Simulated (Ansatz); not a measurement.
# Geometry relaxation of C₁₆HSi₁₆ (charge +1) (part 1 of 3)

- system: C₁₆HSi₁₆ (defect cell, 33 atoms in the cell, total charge +1)
- method: DFT PBE, scalar-relativistic, plane waves, PAW, no spin polarisation (Ansatz 0.2.0)

The structure derives from a Materials Project entry. It belongs to a series of runs on one base structure; here: H interstitial, charge +1, atoms relaxed.

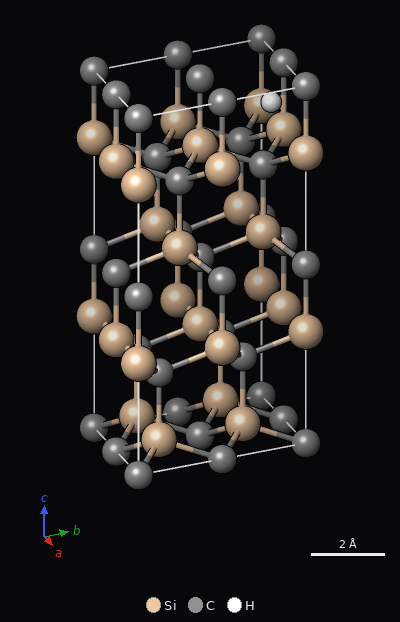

**Figure 1.** The structure as given in the input (ball-and-stick view of the cell of the calculation, seen slightly off an axis). An atom can appear more than once, as a periodic image.

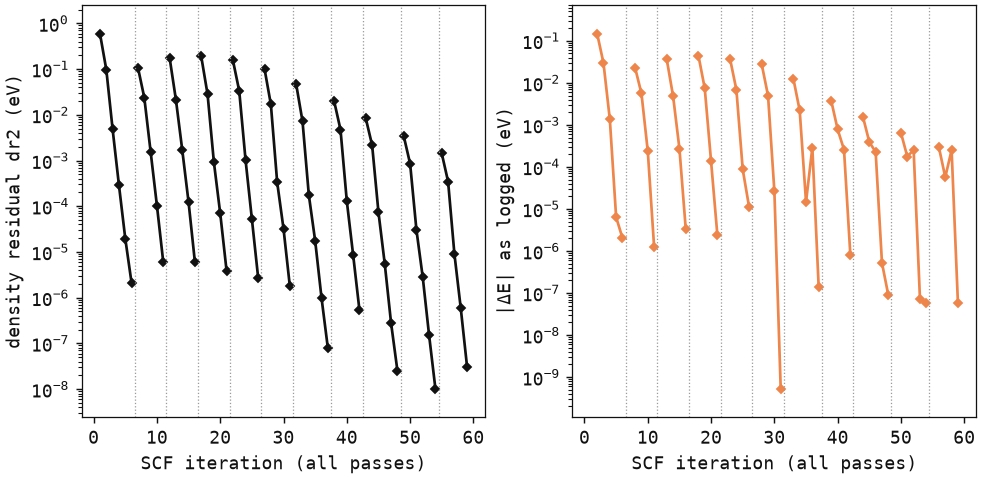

**Figure 2.** Convergence of the self-consistent field: density residual dr2 and size of the energy change against the SCF iteration. The dotted lines part the SCF passes of the relaxation: geometry steps, rejected trials and re-solves on a re-selected basis. The 11 passes take 5 to 6 iterations each, 59 in all.

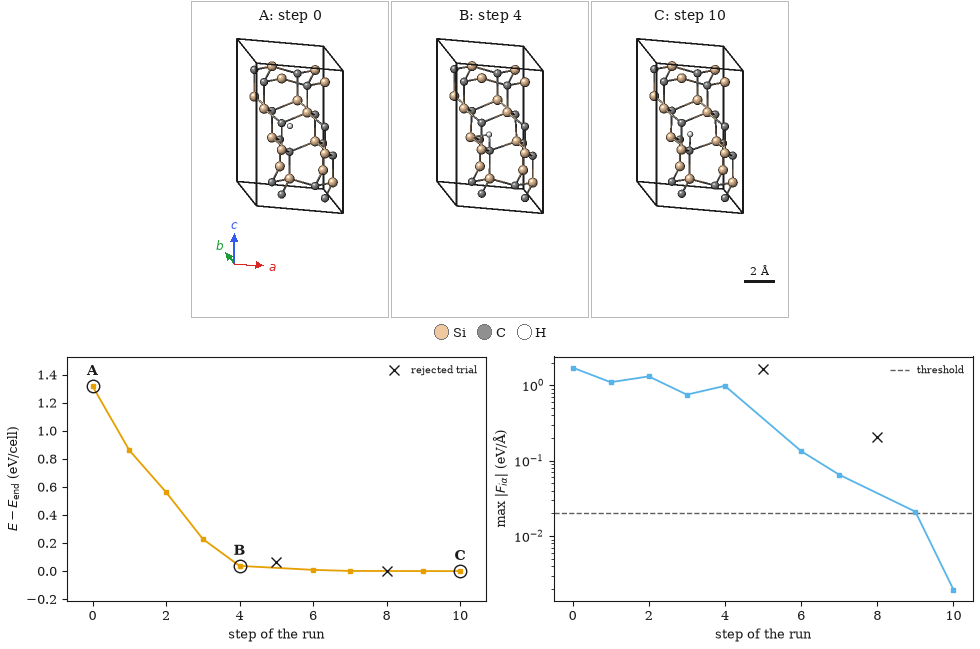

**Figure 3.** Frames of the relaxation (ball-and-stick view of the cell of the calculation (origin shifted), seen slightly off an axis) above the curves, on which the letters mark them (the first geometry is step 0 here and step 1 in the log).

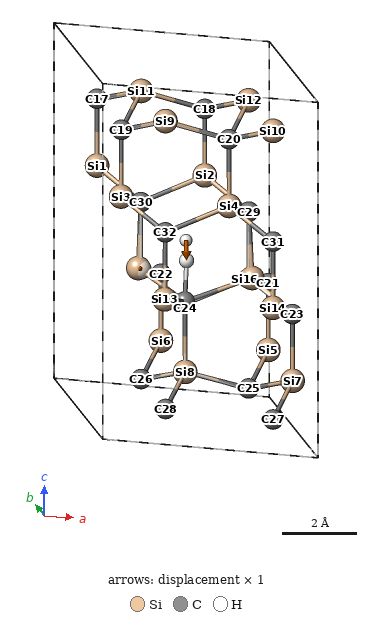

**Figure 4.** Start (faint) and end (solid) with the displacements as orange arrows, at true length (ball-and-stick view of the cell of the calculation (origin shifted), seen slightly off an axis). The energy falls by 1.319 eV per cell of the calculation in 10 geometry steps. The largest force component goes from 1.7 to 0.002 eV/Å. The line search rejected the trial steps at points 5, 8 (counted from 0) and went back. The largest move is that of H33, 0.56 Å. By element the largest moves are H 0.56 Å, Si 0.10 Å, C 0.09 Å. The cell stays as it was. Distances before and after: C24–H33 1.772 → 1.127 Å, Si8–C24 1.905 → 2.017 Å, Si15–C24 1.893 → 1.973 Å, Si15–C22 1.893 → 1.860 Å. New bonds form: C24–H33 (1.77 → 1.13 Å). Among the angles that change: Si15–C23–Si16 109.6° → 103.6°, C24–Si15–C30 109.3° → 103.5°, C24–Si16–C29 109.3° → 103.6°. (Atoms are counted from 1 in the order of the input.)

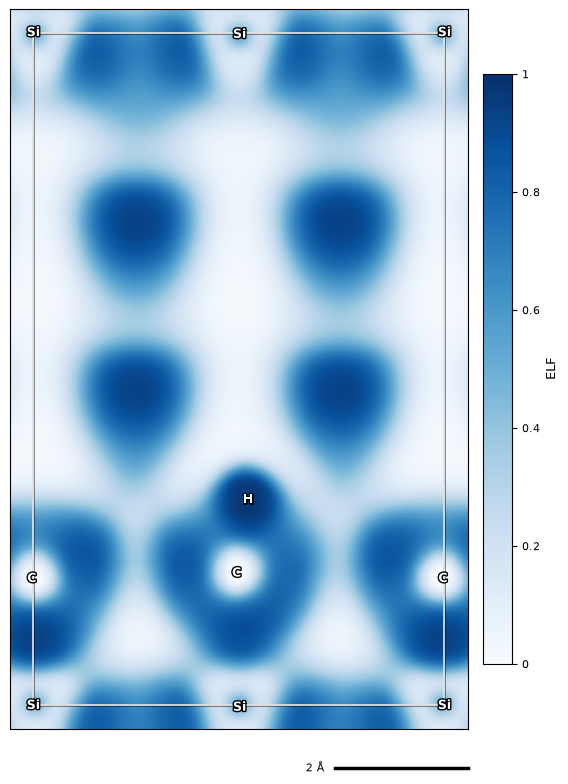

**Figure 5.** ELF on the (100) plane of the calculation cell. Atoms in the plane: Si, C and H. C–H (1.13 Å): the ELF climbs to about 1 towards the hydrogen, as it does in any bond to H (a covalent bond by its length). Si–C (1.91 Å): the ELF peaks at about 0.95 between the atoms, which marks localised, shared-pair bonding. Core electrons are frozen (PAW), so the fields are smoothed inside the atomic spheres.

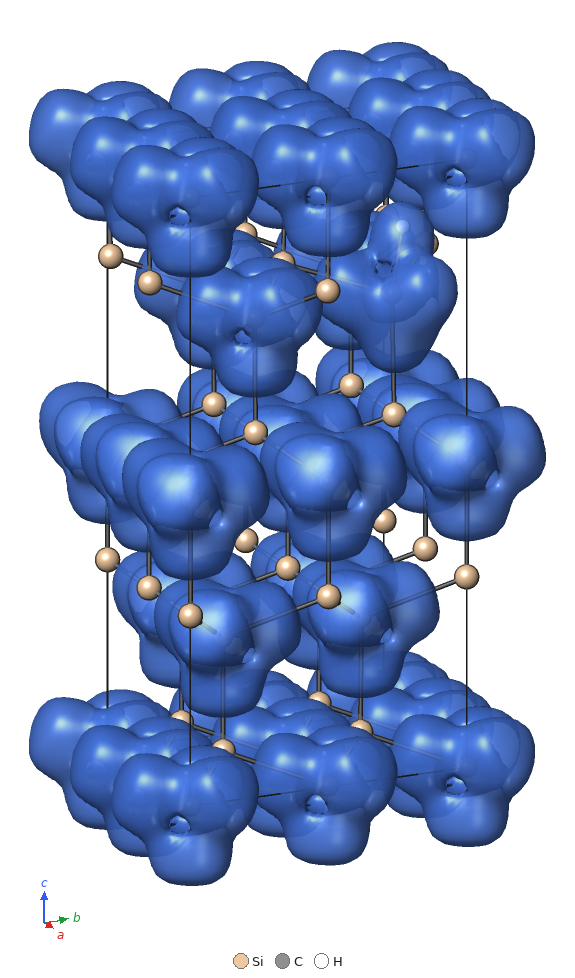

**Figure 6.** Isosurface of the electron localisation function at 0.7 (blue), seen slightly off an axis. Only the valence region is drawn (cores and ρ < 0.01 e/Å³ removed). Sticks mark near contacts. The outline is the calculation cell. Along the contacts the grid gives the following. C–H (1.13 Å): the ELF climbs to about 1 towards the hydrogen (a covalent bond by its length).

The input and output of the run follow.

## The input
```yaml
crystal:
  lattice:
    - [3.0941201811, -5.3591733584, 0.0]
    - [-6.1882403622, 1.0e-10, 0.0]
    - [0.0, 0.0, -10.1293391982]
  atoms:
    - { symbol: Si, position: [0.3333333333, 0.1666666667, 0.0621558122] }
    - { symbol: Si, position: [0.8333333333, 0.1666666667, 0.0621558122] }
    - { symbol: Si, position: [0.3333333333, 0.6666666667, 0.0621558122] }
    - { symbol: Si, position: [0.8333333333, 0.6666666667, 0.0621558122] }
    - { symbol: Si, position: [0.1666666667, 0.3333333333, 0.5621558122] }
    - { symbol: Si, position: [0.6666666667, 0.3333333333, 0.5621558122] }
    - { symbol: Si, position: [0.1666666667, 0.8333333333, 0.5621558122] }
    - { symbol: Si, position: [0.6666666667, 0.8333333333, 0.5621558122] }
    - { symbol: Si, position: [0.5, 0.5, 0.3121004435] }
    - { symbol: Si, position: [1.0, 0.5, 0.3121004435] }
    - { symbol: Si, position: [0.5, 1.0, 0.3121004435] }
    - { symbol: Si, position: [1.0, 1.0, 0.3121004435] }
    - { symbol: Si, position: [0.5, 0.5, 0.8121004435] }
    - { symbol: Si, position: [1.0, 0.5, 0.8121004435] }
    - { symbol: Si, position: [0.5, 1.0, 0.8121004435] }
    - { symbol: Si, position: [1.0, 1.0, 0.8121004435] }
    - { symbol: C, position: [0.3333333333, 0.1666666667, 0.2501925542] }
    - { symbol: C, position: [0.8333333333, 0.1666666667, 0.2501925542] }
    - { symbol: C, position: [0.3333333333, 0.6666666667, 0.2501925542] }
    - { symbol: C, position: [0.8333333333, 0.6666666667, 0.2501925542] }
    - { symbol: C, position: [0.1666666667, 0.3333333333, 0.7501925542] }
    - { symbol: C, position: [0.6666666667, 0.3333333333, 0.7501925542] }
    - { symbol: C, position: [0.1666666667, 0.8333333333, 0.7501925542] }
    - { symbol: C, position: [0.6666666667, 0.8333333333, 0.7501925542] }
    - { symbol: C, position: [0.0, 0.0, 0.4995521901] }
    - { symbol: C, position: [0.5, 0.0, 0.4995521901] }
    - { symbol: C, position: [0.0, 0.5, 0.4995521901] }
    - { symbol: C, position: [0.5, 0.5, 0.4995521901] }
    - { symbol: C, position: [0.0, 0.0, 0.9995521901] }
    - { symbol: C, position: [0.5, 0.0, 0.9995521901] }
    - { symbol: C, position: [0.0, 0.5, 0.9995521901] }
    - { symbol: C, position: [0.5, 0.5, 0.9995521901] }
    - { symbol: H, position: [0.6810564261, 0.8774590454, 0.9234554869] }
total_charge: 1
basis:
  ecutwfc: 420
  xc_grid: 2
kpoints:
  mp_grid: { grid: [2, 2, 2], shift: [0.0, 0.0, 0.0] }
hamiltonian:
  xc: pbe
scf:
  occupations: { method: gaussian, width: 0.02 }
output:
  forces: true
  stress: false
  eigenvalues: true
  write_density: true
  write_potential: true
  elf: true
  volumetric_format: npy
relax:
  adjacent_minimum: "off"
  f_tol: 0.02
  max_steps: 60
```

Run as:
```bash
ansatz run input.yaml --threads 4 --pin off --max-ram 10240MiB --backend cpu --events-out ev --progress --plain --runs-dir out
```

## What the program printed
```
Engine: ansatz 0.2.0, aarch64-unknown-linux-gnu
Pseudopotentials: kind: paw
Pseudopotential: Si, paw, valence charge 4, recommended cutoff 420 eV (normal), Si.paw.azcp
Pseudopotential: C, paw, valence charge 4, recommended cutoff 420 eV (normal), C.paw.azcp
Pseudopotential: H, paw, valence charge 1, recommended cutoff 420 eV (normal), H.paw.azcp
Functional definition: PBE
  parameter kappa = 0.804
  parameter beta = 0.06672455060314922
  exchange = pbe_x(kappa = kappa, mu = beta*pi^2/3)
  correlation = pbe_c(beta = beta)
Crystal: 33 atoms, lattice volume = 335.928 Å³
Basis set: ecut = 420 eV, 6603 PW (Γ), exchange–correlation on 90×90×144 points (8 copies of the dense FFT grid, shifted against one another)
Bands: 97, of which v1, the nominal top of the filled ones, is band 64 counted from 1 (63 counted from 0)
Symmetry: 1 space group operations
Space group: P1 (ITA 1), of the structure as read, at distance tolerance 7.0e-5 Å
k-points: 8
Non-local potential: Si, projectors of the file, l = 0: 2, l = 1: 2, l = 2: 2
Non-local potential: C, projectors of the file, l = 0: 2, l = 1: 2, l = 2: 1
Non-local potential: H, projectors of the file, l = 0: 2, l = 1: 1
PAW form: soft (Blöchl's): semilocal exchange-correlation on the pseudo side does not see the compensation charge
PAW one-centre angular grid: Si, 110 points (default); XC on 64 Gauss nodes
PAW one-centre angular grid: C, 110 points (default); XC on 64 Gauss nodes
PAW one-centre angular grid: H, 110 points (default); XC on 64 Gauss nodes
Initial density: superposition of atomic densities (neutral atoms scaled as one to the charged cell's electrons: chi_scale 0, normalization atom), corrected by the library's trained network
Initial wavefunctions: pseudopotential atomic-orbital guess
Functional: x = pbe(κ = 0.804, μ = 0.2195149727645171), c = pbe(β = 0.06672455060314922)
SCF iter   1: F=—  HF=-14216.752559 eV  |F-HF|=—  |Δ(HF+E_count)|=         —  Δρ=1.04e-2  dr2=5.96e-1  ethr=1.77e-3  ⟨swp⟩=6.0  Hψ=3522  notcnv=0  defer=105
preconditioner: auto → Resta (q_TF=auto, 2.323 Å⁻¹)  ε∞=4.8  [insulator: Δε(μ)=1.150 eV  Ē_g=11.835 eV  σ=0.020 eV  W_gap=1.00  n_scr=66 (ndim 8)  ℏωp=22.9 eV  f_vac=0.000  D(μ)=0.00/eV (n_scr^D=0)  ε∞_Penn≈4.8]
SCF iter   2: F=—  HF=-14216.604909 eV  |F-HF|=—  |Δ(HF+E_count)|=   1.48e-1  Δρ=4.39e-3  dr2=9.76e-2  ethr=4.66e-4  ⟨swp⟩=3.1  Hψ=1052  notcnv=0  defer=202
SCF iter   3: F=—  HF=-14216.575309 eV  |F-HF|=—  |Δ(HF+E_count)|=   2.96e-2  Δρ=9.68e-4  dr2=4.80e-3  ethr=7.62e-5  ⟨swp⟩=3.0  Hψ=1124  notcnv=0  defer=208
SCF iter   4: F=—  HF=-14216.573938 eV  |F-HF|=—  |Δ(HF+E_count)|=   1.37e-3  Δρ=2.95e-4  dr2=2.88e-4  ethr=3.75e-6  ⟨swp⟩=2.0  Hψ=1142  notcnv=0  defer=208
SCF iter   5: F=—  HF=-14216.573932 eV  |F-HF|=—  |Δ(HF+E_count)|=   6.38e-6  Δρ=6.89e-5  dr2=1.95e-5  ethr=2.25e-7  ⟨swp⟩=2.0  Hψ=1047  notcnv=0  defer=208
SCF iter   6: F=-14216.573933 eV  HF=-14216.573934 eV  |F-HF|=7.52e-7  |Δ(HF+E_count)|=   2.03e-6  Δρ=2.21e-5  dr2=2.06e-6  ethr=7.81e-9  ⟨swp⟩=20.1  Hψ=7913  notcnv=0
SCF 1 converged in 6 iterations: F = -14216.573933 eV  dr2 = 2.06e-6
  Residual-converged pass: ⟨swp⟩=1.0  Hψ=808  notcnv=0  max |occ|·‖R‖ = 7.0e-9 eV (tolerance 1.0e-8 eV)  dr2=2.06e-6  dr2_onsite=3.45e-8  max |Δocc| = 1.4e-90
  greatest PAW one-centre occupation: 0.647 electrons in one spin orbital (limit 2), on the C atom at site 23 (counted from 0), in its partial waves of l = 0
relax step   1: F+E_penalty+E_count = -14216.57393322 eV  Δ(F+E_penalty+E_count) = +0.000e0 eV  max|allowed force component| = 1.712e0 eV/Å  Δτ_max = 0.0000 Å  (6 SCF iters, dr2 threshold 1.00e-5 eV, accepted)
Initial density: handed on by an earlier stage of this run
Initial wavefunctions: those handed on with the density
iter 1 solved again at ethr=8.36e-5 eV; its pass at ethr=3.10e-3 eV (dr2=1.07e-1 eV) is discarded
SCF iter   1: F=—  HF=-14217.059413 eV  |F-HF|=—  |Δ(HF+E_count)|=         —  Δρ=5.00e-3  dr2=1.08e-1  ethr=8.36e-5  ⟨swp⟩=1.0  Hψ=2806  notcnv=0  defer=209
preconditioner: auto → Resta (q_TF=auto, 2.323 Å⁻¹)  ε∞=4.8  [insulator: Δε(μ)=1.171 eV  Ē_g=11.818 eV  σ=0.020 eV  W_gap=1.00  n_scr=66 (ndim 8)  ℏωp=22.9 eV  f_vac=0.000  D(μ)=0.00/eV (n_scr^D=0)  ε∞_Penn≈4.8]
SCF iter   2: F=—  HF=-14217.036731 eV  |F-HF|=—  |Δ(HF+E_count)|=   2.27e-2  Δρ=2.52e-3  dr2=2.39e-2  ethr=8.36e-5  ⟨swp⟩=2.1  Hψ=927  notcnv=0  defer=209
SCF iter   3: F=—  HF=-14217.031138 eV  |F-HF|=—  |Δ(HF+E_count)|=   5.59e-3  Δρ=6.40e-4  dr2=1.57e-3  ethr=1.86e-5  ⟨swp⟩=2.4  Hψ=1128  notcnv=0  defer=209
SCF iter   4: F=—  HF=-14217.030901 eV  |F-HF|=—  |Δ(HF+E_count)|=   2.37e-4  Δρ=1.70e-4  dr2=1.03e-4  ethr=1.23e-6  ⟨swp⟩=2.0  Hψ=1043  notcnv=0  defer=209
SCF iter   5: F=-14217.030902 eV  HF=-14217.030903 eV  |F-HF|=3.08e-7  |Δ(HF+E_count)|=   1.24e-6  Δρ=4.19e-5  dr2=6.00e-6  ethr=7.81e-8  ⟨swp⟩=17.5  Hψ=7201  notcnv=0
SCF 2 converged in 5 iterations: F = -14217.030902 eV  dr2 = 6.00e-6
  greatest PAW one-centre occupation: 0.643 electrons in one spin orbital (limit 2), on the C atom at site 23 (counted from 0), in its partial waves of l = 0
relax step   2: F+E_penalty+E_count = -14217.03090238 eV  Δ(F+E_penalty+E_count) = -4.570e-1 eV  max|allowed force component| = 1.096e0 eV/Å  Δτ_max = 0.1949 Å  (5 SCF iters, dr2 threshold 1.00e-4 eV, accepted)
SCF iter   1: F=—  HF=-14217.370463 eV  |F-HF|=—  |Δ(HF+E_count)|=         —  Δρ=5.02e-3  dr2=1.78e-1  ethr=6.79e-4  ⟨swp⟩=3.4  Hψ=1917  notcnv=0  defer=193
preconditioner: auto → Resta (q_TF=auto, 2.323 Å⁻¹)  ε∞=4.7  [insulator: Δε(μ)=1.617 eV  Ē_g=11.846 eV  σ=0.020 eV  W_gap=1.00  n_scr=66 (ndim 8)  ℏωp=22.9 eV  f_vac=0.000  D(μ)=0.00/eV (n_scr^D=0)  ε∞_Penn≈4.7]
SCF iter   2: F=—  HF=-14217.334473 eV  |F-HF|=—  |Δ(HF+E_count)|=   3.60e-2  Δρ=2.29e-3  dr2=2.13e-2  ethr=1.39e-4  ⟨swp⟩=2.5  Hψ=964  notcnv=0  defer=202
SCF iter   3: F=—  HF=-14217.329664 eV  |F-HF|=—  |Δ(HF+E_count)|=   4.81e-3  Δρ=6.78e-4  dr2=1.70e-3  ethr=1.67e-5  ⟨swp⟩=2.0  Hψ=1044  notcnv=0  defer=203
SCF iter   4: F=—  HF=-14217.329392 eV  |F-HF|=—  |Δ(HF+E_count)|=   2.72e-4  Δρ=2.01e-4  dr2=1.22e-4  ethr=1.33e-6  ⟨swp⟩=2.0  Hψ=1086  notcnv=0  defer=203
SCF iter   5: F=-14217.329389 eV  HF=-14217.329389 eV  |F-HF|=1.99e-7  |Δ(HF+E_count)|=   3.31e-6  Δρ=4.24e-5  dr2=5.99e-6  ethr=5.87e-8  ⟨swp⟩=17.0  Hψ=7064  notcnv=0
SCF 3 converged in 5 iterations: F = -14217.329389 eV  dr2 = 5.99e-6
  greatest PAW one-centre occupation: 0.644 electrons in one spin orbital (limit 2), on the C atom at site 22 (counted from 0), in its partial waves of l = 0
relax step   3: F+E_penalty+E_count = -14217.32938912 eV  Δ(F+E_penalty+E_count) = -2.985e-1 eV  max|allowed force component| = 1.309e0 eV/Å  Δτ_max = 0.1952 Å  (5 SCF iters, dr2 threshold 7.51e-5 eV, accepted)
```
